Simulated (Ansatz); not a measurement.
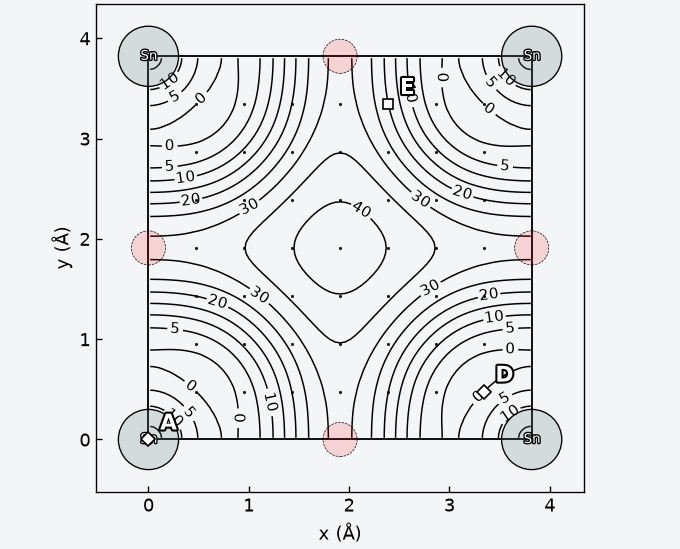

H on a two-dimensional sheet of SnO (4 atoms of substrate and one adsorbate in a 1 × 1 cell). H is moved over the surface cell at a fixed height above a rigid substrate; the origin of the map has the adsorbate above Sn4; the height is held at 2.50 Å. Places are given modulo a cell vector. The map is drawn in real space over the plane of the surface. The scan uses an 8 × 8 grid; 15 points were computed and 49 follow by symmetry. Energies are in meV, from the lowest grid point. With one adsorbate in each 1 × 1 cell, its nearest image is 3.8 Å away, so neighbouring adsorbates interact. At a fixed height the lowest place need not be the adsorption site. The calculation used DFT PBE+D3(BJ), scalar-relativistic, plane waves, PAW (Ansatz). Settings: cutoff 420 eV, k-mesh 7×7×1, gaussian smearing 0.05 eV, spin-polarised.

The picture shows contour lines labelled in meV, dots at the grid points, labelled circles for the atoms of the top layer and small ones for the second layer, the outline of one cell of the plane, lettered points. Between grid points the surface is interpolated.

**Is D the lowest point of the computed grid?**

Yes. D, at (7/8, 1/8) of the cell vectors [nearest 1 Sn at 2.59 Å], has the lowest energy of the grid.

**Rank the lettered points by energy, lowest first.**

D (0.0 meV), A (16.2 meV), E (20.2 meV).

PAW datasets: the set soft_1.
